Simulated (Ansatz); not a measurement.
Si₆O₁₁ (cell with a defect)

Input file:

```
crystal:
  lattice:
    - [6.903997, -2.4346, 0.0]
    - [6.903997, 2.4346, 0.0]
    - [-5.505606, 0.0, 6.784189]
  atoms:
    - { symbol: Si, position: [0.0143194, 0.9868547, 0.7489479] }
    - { symbol: Si, position: [0.9734465, 0.0207811, 0.2454927] }
    - { symbol: Si, position: [0.9248205, 0.4145781, 0.1588427] }
    - { symbol: Si, position: [0.5803146, 0.0776766, 0.3439413] }
    - { symbol: Si, position: [0.0823265, 0.5843725, 0.8471117] }
    - { symbol: Si, position: [0.4282576, 0.9166839, 0.6595228] }
    - { symbol: O, position: [0.2250891, 0.3578824, 0.312922] }
    - { symbol: O, position: [0.6448666, 0.7703381, 0.1933406] }
    - { symbol: O, position: [0.7705037, 0.6539931, 0.6870398] }
    - { symbol: O, position: [0.3457724, 0.2234905, 0.8109028] }
    - { symbol: O, position: [0.9295153, 0.2741825, 0.9314396] }
    - { symbol: O, position: [0.7295821, 0.0591381, 0.5557222] }
    - { symbol: O, position: [0.0755961, 0.7237989, 0.0656854] }
    - { symbol: O, position: [0.8486122, 0.2945711, 0.2033584] }
    - { symbol: O, position: [0.7178855, 0.1535272, 0.3050442] }
    - { symbol: O, position: [0.1552408, 0.703577, 0.8021627] }
    - { symbol: O, position: [0.2998275, 0.8399273, 0.7002163] }
basis:
  ecutwfc: 420.0
kpoints:
  mp_grid: { grid: [2, 2, 2] }
hamiltonian:
  xc: pbesol
  pseudopotentials: { kind: paw, azcp: { folder: soft_1 } }
scf:
  occupations: { method: fermi_dirac, width: 0.05 }
  lower_state_search: "off"
relax:
  f_tol: 0.03
  max_steps: 60
  adjacent_minimum: "off"
output:
  write_density: true
  write_potential: true
  elf: true
  volumetric_format: npy
```

Command:

```sh
ansatz run input.yaml --threads 1 --pin off --max-ram 3072MiB --backend cpu --events-out ev --progress --plain --runs-dir out
```

The fields are those of the relaxed geometry.

PAW files of the earlier set (soft_1).

The calculation used Ansatz, DFT PBEsol, scalar-relativistic, plane waves, PAW.

The density is the valence pseudo-density of a PAW calculation; it isn't the true density close to the nuclei.

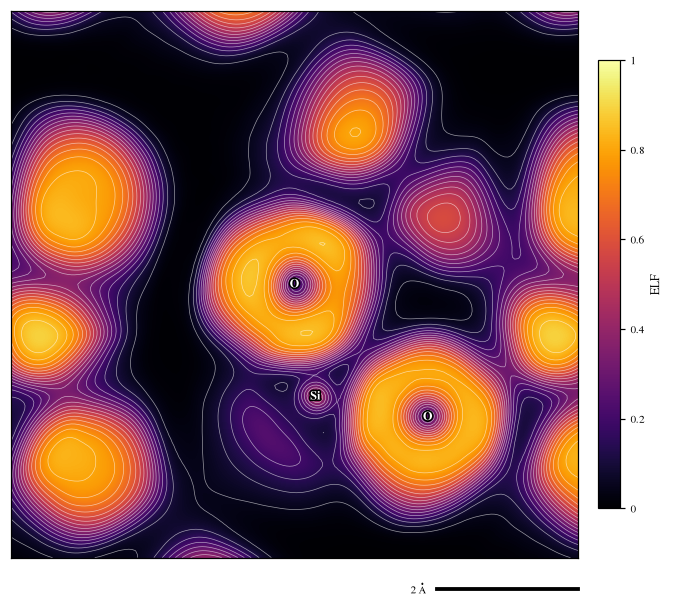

Figure 1. Electron localisation function on the (010) plane of the calculation cell.

### Read the bonding off the picture.

- The plane passes through Si and O nuclei.
- Atoms just off the plane (Si, 0.4 Å away and O, 0.6 Å away) can leave unmarked features too.
- Si–O (1.61 Å): the ELF peaks at about 0.85 between the atoms (a polar covalent bond).
- The ELF also peaks beside O, away from the bonds: lone-pair regions.

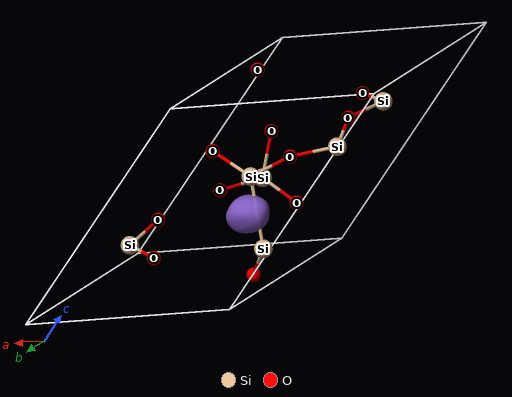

Figure 2. Isosurface of the electron localisation function at 0.9 (purple), seen at an oblique angle. Only the valence region is drawn (cores and ρ < 0.01 e/Å³ removed). Sticks mark near contacts.

### Describe the localisation domains.

The surface consists of one region between bonded Si–Si atoms (shared pairs), counted in one cell of 17 atoms. Any copies at cell faces, edges or corners count once.


 Si–Si (2.49 Å): the ELF peaks at about 1 between the atoms (a shared electron pair).

### Does the calculation give a band gap?

It is gapped, with a Kohn–Sham gap of 5.1 eV on the k-point mesh (the band edges may lie off the mesh, which would make the gap smaller).
